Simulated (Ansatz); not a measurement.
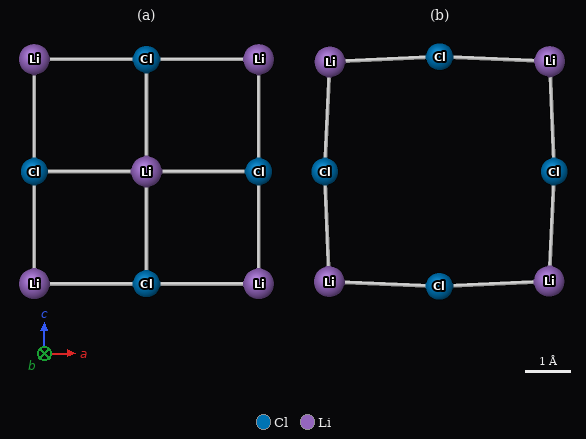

Left: perfect LiCl. Right: the same region with one point defect, after relaxing the atoms in a supercell of 64 sites. The picture is a ball-and-stick view of the atoms within 4.6 Å of one point, in a slice 5.0 Å thick across the line of sight, seen along the b axis.

Theory: DFT, PBEsol, PAW, plane waves (Ansatz). (plane-wave cutoff 420 eV; k-point mesh 1 × 1 × 1; mesh shifted by (0.25, 0.25, 0.25); no spin polarisation) Fermi-Dirac smearing of 0.01 eV. A uniform background neutralises the charged cell. The axes drawn are those of the host's conventional cell.

> What kind of defect was made?

A lithium atom is taken out (a vacancy).

The charge state of the cell is +1.

> How does the lattice respond?

Around the empty Li site the host had 6 Cl at 2.53 Å; after relaxation the nearest atoms are 6 Cl at 2.59 to 2.60 Å. Of the host's atoms, a lithium atom moves furthest from its site, by 0.08 Å.

Limits of the set-up: the cell is charged, on a uniform background, and energies carry no finite-size correction.
